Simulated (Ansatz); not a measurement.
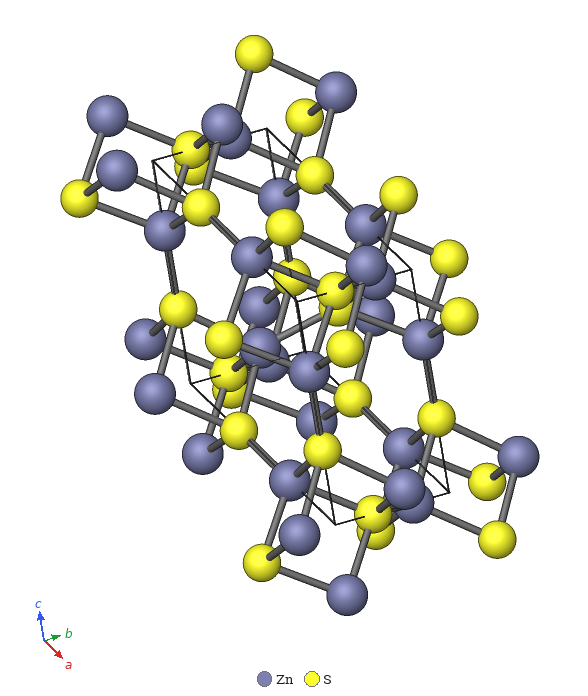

This ball-and-stick model is shown slightly off an axis. The simulation cell is drawn as a box. Bonds that leave the box are completed with the atoms at their other ends.

```yaml
crystal:
  lattice:
    - [-3.71539, 3.71539, 3.71539]
    - [3.71539, -3.71539, 3.71539]
    - [3.71539, 3.71539, -3.71539]
  atoms:
    - { symbol: Zn, position: [0.31445, 0.31445, 0.31445] }
    - { symbol: Zn, position: [0.00000, 0.00000, 0.68555] }
    - { symbol: Zn, position: [0.00000, 0.68555, 0.00000] }
    - { symbol: Zn, position: [0.68555, 0.00000, 0.00000] }
    - { symbol: S, position: [0.66720, 0.66720, 0.66720] }
    - { symbol: S, position: [0.00000, 0.00000, 0.33280] }
    - { symbol: S, position: [0.00000, 0.33280, 0.00000] }
    - { symbol: S, position: [0.33280, 0.00000, 0.00000] }
```

Level of theory and settings: DFT PBE, scalar-relativistic, plane waves, PAW in Ansatz 0.2.0, an energy cutoff of 420 eV, k-point mesh 6×6×6, Gaussian smearing of 0.02 eV, no spin polarisation.

### How charged are the atoms, by the Bader scheme?

Zn +0.91 e; S -0.91 e. The transfer is large, as in an ionic solid.

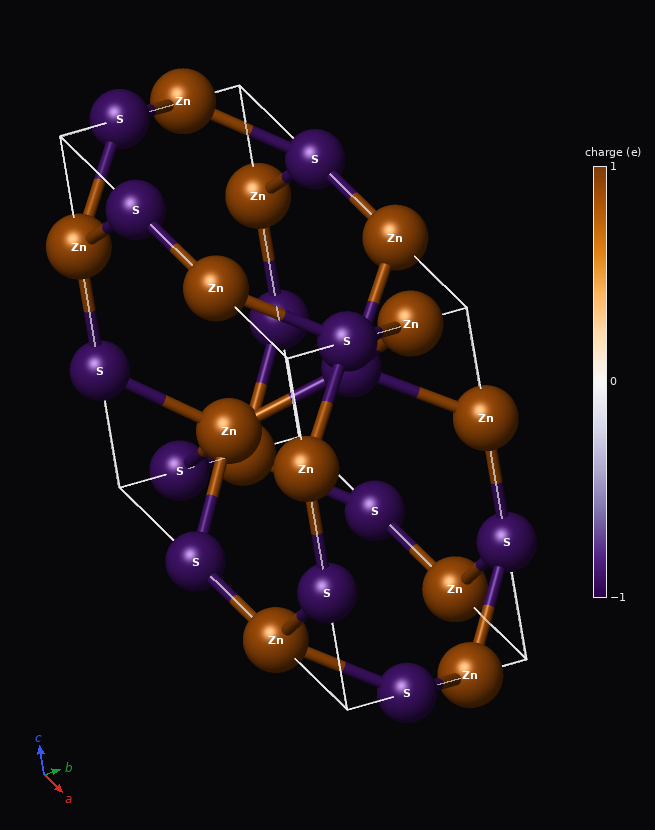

The atoms coloured by those charges.

The initial geometry was a structure type filled with these elements by a generator (whether the compound takes this form wasn't checked). Earlier steps of the study may have refined or changed the cell and positions. Ansatz was used for an electronic-structure calculation on it.
